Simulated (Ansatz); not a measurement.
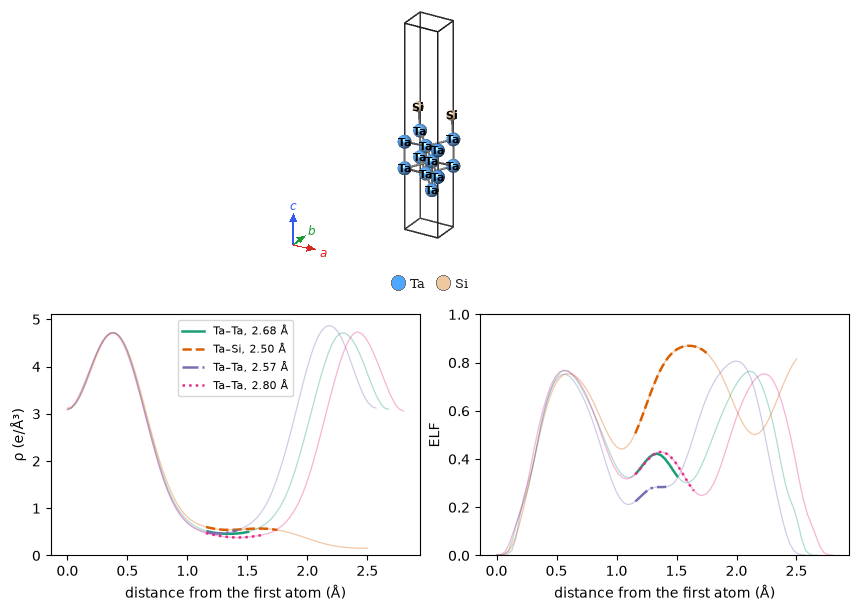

The picture shows: Ta6Si (slab). Valence electron density and electron localisation function along straight lines between neighbouring atoms. Thin, pale parts lie inside the atomic spheres. The structure is drawn too.

A point of a scan over the structure, not its minimum; not relaxed (largest force 1.9 eV/Å); PAW files of the earlier set (soft_1).

These are results of DFT PBE, scalar-relativistic, plane waves, PAW (Ansatz), not measurements.

The density is the valence pseudo-density of a PAW calculation; it isn't the true density close to the nuclei.

Question: What can be read from the curves?

Answer: Ta–Ta (2.68 Å): the density is about 0.46 e/Å³ at the midpoint; the ELF is about 0.40 at the midpoint.
Ta–Si (2.50 Å): ρ at the midpoint is about 0.56 e/Å³; the ELF peaks at about 0.85 in the valence shell of Si, 0.9 Å from its nucleus, and is about 0.65 at the midpoint.
Ta–Ta (2.57 Å): the density is about 0.47 e/Å³ at the midpoint; the ELF is about 0.30 at the midpoint: no shared electron pair shows on this line.
Ta–Ta (2.80 Å): the density is about 0.38 e/Å³ at the midpoint; the ELF is about 0.45 at the midpoint.
